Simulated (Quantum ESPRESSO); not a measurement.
**Fields calculation of KCl**

The run: fields calculation of KCl (2 atoms in the cell). Method and program: Kohn-Sham DFT of a periodic cell, PBEsol with D3, PseudoDojo 0.4 SR PBEsol stringent, no spin polarisation (Quantum ESPRESSO 7.5).

The structure derives from an entry of the Crystallography Open Database.

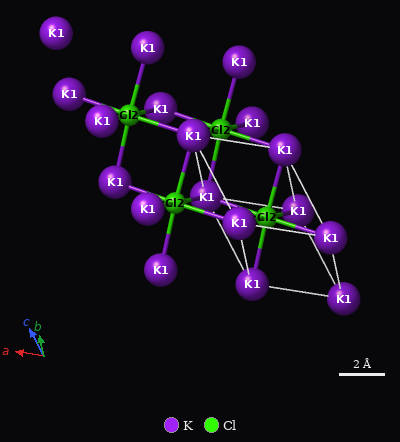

The structure (ball-and-stick view of the cell of the calculation, repeated 2 × 1 × 2, seen at an oblique angle; atoms are numbered from 1 in the order of the input). An atom can appear more than once, as a periodic image. Near neighbours in the periodic cell (some may lie outside the picture): K has 6 Cl at 3.08 to 3.21 Å; Cl has 6 K at 3.08 to 3.21 Å.

Key numbers:

| quantity | value |
| --- | --- |
| outcome | converged |
| space group (tolerance 0.01 Å) | Cm (8) |
| electrons treated | 16 |
| free energy | −1265.5816 eV |
| Fermi energy | 3.158 eV |
| gap on the k-point mesh | 5.03 eV |
| pressure | −0.25 GPa |
| largest force (length of the vector) | 0.098 eV/Å |
| hardware | 1 thread of AMD EPYC (Zen 3), 24 GiB of memory available, shared host |
| wall time | 2.6 min |
| peak memory | 0.23 GiB |

Input:
```
&CONTROL
  calculation = 'scf'
  prefix = 'pwscf'
  outdir = './tmp'
  pseudo_dir = './pseudo'
  tprnfor = .true.
  tstress = .true.
  disk_io = 'low'
/
&SYSTEM
  ibrav = 0
  nat = 2
  ntyp = 2
  ecutwfc = 74
  nbnd = 14
  occupations = 'smearing'
  smearing = 'fd'
  degauss = 0.00367493
  vdw_corr = 'grimme-d3'
  dftd3_version = 3
/
&ELECTRONS
  conv_thr = 4d-10
  electron_maxstep = 120
  mixing_beta = 0.5
/
ATOMIC_SPECIES
K     39.0983 K.upf
Cl    35.4500 Cl.upf
CELL_PARAMETERS angstrom
   0.0000000000    3.1464700000    3.1464700000
   3.1464700000    0.0000000000    3.1464700000
   3.1464700000    3.1464700000    0.0000000000
ATOMIC_POSITIONS crystal
K     -0.0128640000    0.0009980000   -0.0048870000
Cl     0.5107170000    0.4977290000    0.4906690000
K_POINTS automatic
7 7 7 0 0 0
```

File pp_density.in:
```
&INPUTPP
  prefix = 'pwscf'
  outdir = './tmp'
  filplot = 'density.dat'
  plot_num = 0
/
&PLOT
  nfile = 1
  filepp(1) = 'density.dat'
  iflag = 3
  output_format = 6
  fileout = 'density.cube'
/
```

File pp_potential.in:
```
&INPUTPP
  prefix = 'pwscf'
  outdir = './tmp'
  filplot = 'potential.dat'
  plot_num = 11
/
&PLOT
  nfile = 1
  filepp(1) = 'potential.dat'
  iflag = 3
  output_format = 6
  fileout = 'potential.cube'
/
```

File pp_elf.in:
```
&INPUTPP
  prefix = 'pwscf'
  outdir = './tmp'
  filplot = 'elf.dat'
  plot_num = 8
/
&PLOT
  nfile = 1
  filepp(1) = 'elf.dat'
  iflag = 3
  output_format = 6
  fileout = 'elf.cube'
/
```

File pp_potential_ks.in:
```
&INPUTPP
  prefix = 'pwscf'
  outdir = './tmp'
  filplot = 'potential_ks.dat'
  plot_num = 1
/
&PLOT
  nfile = 1
  filepp(1) = 'potential_ks.dat'
  iflag = 3
  output_format = 6
  fileout = 'potential_ks.cube'
/
```

Launch command:
```bash
OMP_NUM_THREADS=1 pw.x -in pw.in > pw.out
OMP_NUM_THREADS=1 pp.x -in pp_density.in > pp_density.out
OMP_NUM_THREADS=1 pp.x -in pp_potential.in > pp_potential.out
OMP_NUM_THREADS=1 pp.x -in pp_elf.in > pp_elf.out
OMP_NUM_THREADS=1 pp.x -in pp_potential_ks.in > pp_potential_ks.out
```

Output:
```
This program is part of the open-source Quantum ESPRESSO suite
     for quantum simulation of materials; please cite
         "P. Giannozzi et al., J. Phys.:Condens. Matter 21 395502 (2009);
         "P. Giannozzi et al., J. Phys.:Condens. Matter 29 465901 (2017);
         "P. Giannozzi et al., J. Chem. Phys. 152 154105 (2020);
          URL
     in publications or presentations arising from this work. More details at

     G-vector sticks info
     --------------------
     sticks:   dense  smooth     PW     G-vecs:    dense   smooth      PW
     Sum        1429    1429    421                36085    36085    5601

     Using Slab Decomposition

     bravais-lattice index     =            0
     lattice parameter (alat)  =       8.4089  a.u.
     unit-cell volume          =     420.4336 (a.u.)^3
     number of atoms/cell      =            2
     number of atomic types    =            2
     number of electrons       =        16.00
     number of Kohn-Sham states=           14
     kinetic-energy cutoff     =      74.0000  Ry
     charge density cutoff     =     296.0000  Ry
     scf convergence threshold =      4.0E-10
     mixing beta               =       0.5000
     number of iterations used =            8  plain     mixing
     Exchange-correlation= PBESOL
                           (   1   4  10   8   0   0   0)

     celldm(1)=   8.408867  celldm(2)=   0.000000  celldm(3)=   0.000000
     celldm(4)=   0.000000  celldm(5)=   0.000000  celldm(6)=   0.000000

     crystal axes: (cart. coord. in units of alat)
               a(1) = (   0.000000   0.707107   0.707107 )
               a(2) = (   0.707107   0.000000   0.707107 )
               a(3) = (   0.707107   0.707107   0.000000 )

     reciprocal axes: (cart. coord. in units 2 pi/alat)
               b(1) = ( -0.707107  0.707107  0.707107 )
               b(2) = (  0.707107 -0.707107  0.707107 )
               b(3) = (  0.707107  0.707107 -0.707107 )

     PseudoPot. # 1 for K  read from file:
     K.upf
     Pseudo is Norm-conserving + core correction, Zval =  9.0
     Generated using ONCVPSP code by D. R. Hamann
     Using radial grid of 2250 points,  6 beta functions with:
                l(1) =   0
                l(2) =   0
                l(3) =   1
                l(4) =   1
                l(5) =   2
                l(6) =   2

     PseudoPot. # 2 for Cl read from file:
     Cl.upf
     Pseudo is Norm-conserving + core correction, Zval =  7.0
     Generated using ONCVPSP code by D. R. Hamann
     Using radial grid of 1028 points,  6 beta functions with:
                l(1) =   0
                l(2) =   0
                l(3) =   1
                l(4) =   1
                l(5) =   2
                l(6) =   2

     atomic species   valence    mass     pseudopotential
     K                 9.00    39.09830     K ( 1.00)
     Cl                7.00    35.45000     Cl( 1.00)

     No symmetry found

   Cartesian axes

     site n.     atom                  positions (alat units)
         1        K      tau(   1) = (  -0.0027499  -0.0125519  -0.0083905  )
         2        Cl     tau(   2) = (   0.6989029   0.7080868   0.7130790  )

     --------------------------------------------
     DFT-D3 Dispersion Correction (3-body terms):
     --------------------------------------------
       Reference C6 values for interpolation:

         atom   Coordination number   C6
         Cl         0.000           184.69
         Cl         0.997           180.80
         K          0.000          9967.00
         K          0.977           676.04

       Values used:

         atom   Coordination number  R0_AB[au]  C6      C8
         K         14.285            4.007    676.04 129074.98
         Cl         5.666            2.933    180.80   7543.49

         Molecular C6 ( Ry / a.u.^6 ) =      1491.77

     number of k points=   172  Fermi-Dirac smearing, width (Ry)=  0.0037

     Number of k-points >= 100: set verbosity='high' to print them.

     Dense  grid:    36085 G-vectors     FFT dimensions: (  48,  48,  48)

     Initial potential from superposition of free atoms

     starting charge      15.9810, renormalised to      16.0000
     Starting wfcs are    9 randomized atomic wfcs +    5 random wfcs

     Self-consistent Calculation

     iteration #  1     ecut=    74.00 Ry     beta= 0.50
     Davidson diagonalization with overlap
     ethr =  1.00E-02,  avg # of iterations =  7.2

     Threshold (ethr) on eigenvalues was too large:
     Diagonalizing with lowered threshold

     Davidson diagonalization with overlap
     ethr =  4.01E-04,  avg # of iterations =  3.8

     total energy              =     -93.00392902 Ry
     estimated scf accuracy    <       0.06187732 Ry

     iteration #  2     ecut=    74.00 Ry     beta= 0.50
     Davidson diagonalization with overlap
     ethr =  3.87E-04,  avg # of iterations =  3.5

     total energy              =     -93.01775843 Ry
     estimated scf accuracy    <       0.00356910 Ry

     iteration #  3     ecut=    74.00 Ry     beta= 0.50
     Davidson diagonalization with overlap
     c_bands:  1 eigenvalues not converged
     c_bands:  1 eigenvalues not converged
     c_bands:  1 eigenvalues not converged
     c_bands:  1 eigenvalues not converged
     c_bands:  1 eigenvalues not converged
     c_bands:  2 eigenvalues not converged
     c_bands:  2 eigenvalues not converged
     c_bands:  1 eigenvalues not converged
     ethr =  2.23E-05,  avg # of iterations =  9.2

     total energy              =     -93.01844773 Ry
     estimated scf accuracy    <       0.00077474 Ry

     iteration #  4     ecut=    74.00 Ry     beta= 0.50
     Davidson diagonalization with overlap
     ethr =  4.84E-06,  avg # of iterations =  5.0

     total energy              =     -93.01852446 Ry
     estimated scf accuracy    <       0.00001947 Ry

     iteration #  5     ecut=    74.00 Ry     beta= 0.50
     Davidson diagonalization with overlap
     ethr =  1.22E-07,  avg # of iterations =  2.8

     total energy              =     -93.01853175 Ry
     estimated scf accuracy    <       0.00000100 Ry

     iteration #  6     ecut=    74.00 Ry     beta= 0.50
     Davidson diagonalization with overlap
     ethr =  6.28E-09,  avg # of iterations =  2.9

     total energy              =     -93.01853231 Ry
     estimated scf accuracy    <       0.00000002 Ry

     iteration #  7     ecut=    74.00 Ry     beta= 0.50
     Davidson diagonalization with overlap
     ethr =  9.60E-11,  avg # of iterations =  4.0

     total energy              =     -93.01853233 Ry
     estimated scf accuracy    <          7.6E-10 Ry

     iteration #  8     ecut=    74.00 Ry     beta= 0.50
     Davidson diagonalization with overlap
     ethr =  4.78E-12,  avg # of iterations =  3.0

     End of self-consistent calculation

     Number of k-points >= 100: set verbosity='high' to print the bands.

     the Fermi energy is     3.1577 ev

!    total energy              =     -93.01853233 Ry
     estimated scf accuracy    <          1.1E-10 Ry
     smearing contrib. (-TS)   =       0.00000000 Ry
     internal energy E=F+TS    =     -93.01853233 Ry

     The total energy is F=E-TS. E is the sum of the following terms:
     one-electron contribution =     -29.53751226 Ry
     hartree contribution      =      19.81231201 Ry
     xc contribution           =     -21.62389433 Ry
     ewald contribution        =     -61.64829765 Ry
     DFT-D3 Dispersion         =      -0.02114011 Ry

     convergence has been achieved in   8 iterations

     Forces acting on atoms (cartesian axes, Ry/au):

     atom    1 type  1   force =    -0.00099425    0.00251504    0.00267719
     atom    2 type  2   force =     0.00099425   -0.00251504   -0.00267719

     Total force =     0.005382     Total SCF correction =     0.000012

     Computing stress (Cartesian axis) and pressure

          total   stress  (Ry/bohr**3)                   (kbar)     P=       -2.48
  -0.00002029   0.00000048   0.00000051           -2.98        0.07        0.07
   0.00000048  -0.00001554  -0.00000127            0.07       -2.29       -0.19
   0.00000051  -0.00000127  -0.00001482            0.07       -0.19       -2.18

=------------------------------------------------------------------------------=
   JOB DONE.
=------------------------------------------------------------------------------=
```

File pp_density.out:
```
This program is part of the open-source Quantum ESPRESSO suite
     for quantum simulation of materials; please cite
         "P. Giannozzi et al., J. Phys.:Condens. Matter 21 395502 (2009);
         "P. Giannozzi et al., J. Phys.:Condens. Matter 29 465901 (2017);
         "P. Giannozzi et al., J. Chem. Phys. 152 154105 (2020);
          URL
     in publications or presentations arising from this work. More details at

     ./tmp/pwscf.save/

     IMPORTANT: XC functional enforced from input :
     Exchange-correlation= PBESOL
                           (   1   4  10   8   0   0   0)
     Any further DFT definition will be discarded
     Please, verify this is what you really want

     G-vector sticks info
     --------------------
     sticks:   dense  smooth     PW     G-vecs:    dense   smooth      PW
     Sum        1429    1429    421                36085    36085    5601

     Using Slab Decomposition

     Calling punch_plot, plot_num =   0
     Writing data to file  density.dat
     Reading data from file  density.dat

     Writing data to be plotted to file density.cube
     Plot Type: 3D                     Output format: Gaussian cube

=------------------------------------------------------------------------------=
   JOB DONE.
=------------------------------------------------------------------------------=
```

File pp_potential.out:
```
This program is part of the open-source Quantum ESPRESSO suite
     for quantum simulation of materials; please cite
         "P. Giannozzi et al., J. Phys.:Condens. Matter 21 395502 (2009);
         "P. Giannozzi et al., J. Phys.:Condens. Matter 29 465901 (2017);
         "P. Giannozzi et al., J. Chem. Phys. 152 154105 (2020);
          URL
     in publications or presentations arising from this work. More details at

     ./tmp/pwscf.save/

     IMPORTANT: XC functional enforced from input :
     Exchange-correlation= PBESOL
                           (   1   4  10   8   0   0   0)
     Any further DFT definition will be discarded
     Please, verify this is what you really want

     G-vector sticks info
     --------------------
     sticks:   dense  smooth     PW     G-vecs:    dense   smooth      PW
     Sum        1429    1429    421                36085    36085    5601

     Using Slab Decomposition

     Calling punch_plot, plot_num =  11
     Writing data to file  potential.dat
     Reading data from file  potential.dat

     Writing data to be plotted to file potential.cube
     Plot Type: 3D                     Output format: Gaussian cube

=------------------------------------------------------------------------------=
   JOB DONE.
=------------------------------------------------------------------------------=
```

File pp_potential_ks.out:
```
This program is part of the open-source Quantum ESPRESSO suite
     for quantum simulation of materials; please cite
         "P. Giannozzi et al., J. Phys.:Condens. Matter 21 395502 (2009);
         "P. Giannozzi et al., J. Phys.:Condens. Matter 29 465901 (2017);
         "P. Giannozzi et al., J. Chem. Phys. 152 154105 (2020);
          URL
     in publications or presentations arising from this work. More details at

     ./tmp/pwscf.save/

     IMPORTANT: XC functional enforced from input :
     Exchange-correlation= PBESOL
                           (   1   4  10   8   0   0   0)
     Any further DFT definition will be discarded
     Please, verify this is what you really want

     G-vector sticks info
     --------------------
     sticks:   dense  smooth     PW     G-vecs:    dense   smooth      PW
     Sum        1429    1429    421                36085    36085    5601

     Using Slab Decomposition

     Calling punch_plot, plot_num =   1
     Writing data to file  potential_ks.dat
     Reading data from file  potential_ks.dat

     Writing data to be plotted to file potential_ks.cube
     Plot Type: 3D                     Output format: Gaussian cube

=------------------------------------------------------------------------------=
   JOB DONE.
=------------------------------------------------------------------------------=
```

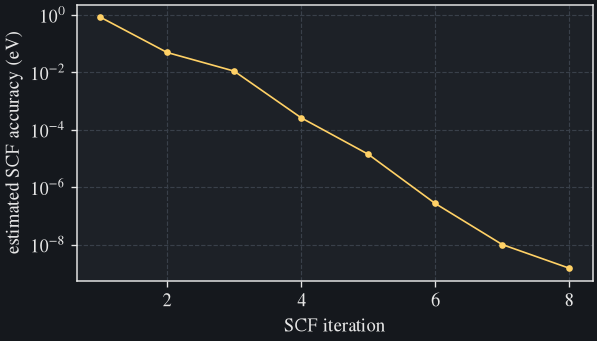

Convergence of the self-consistent field: estimated SCF accuracy against the iteration. The field takes 8 iterations in all.

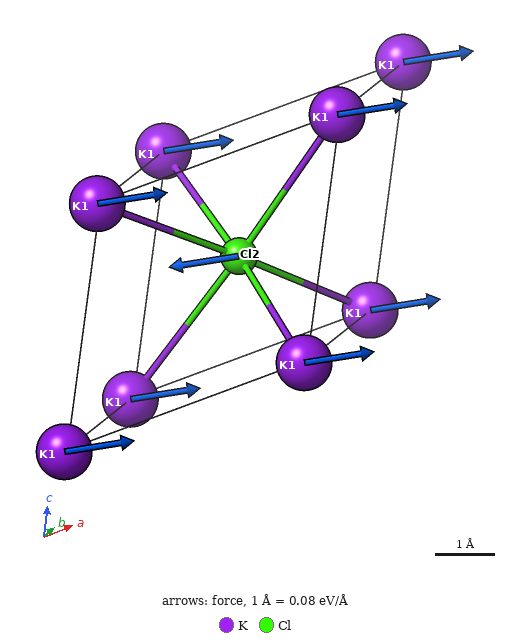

Forces on the atoms as blue arrows (ball-and-stick view of the cell of the calculation, seen slightly off an axis; atoms are numbered from 1 in the order of the input). The largest act on K1 (0.10 eV/Å); Cl2 (0.10 eV/Å). The geometry is not a stationary point of this energy.
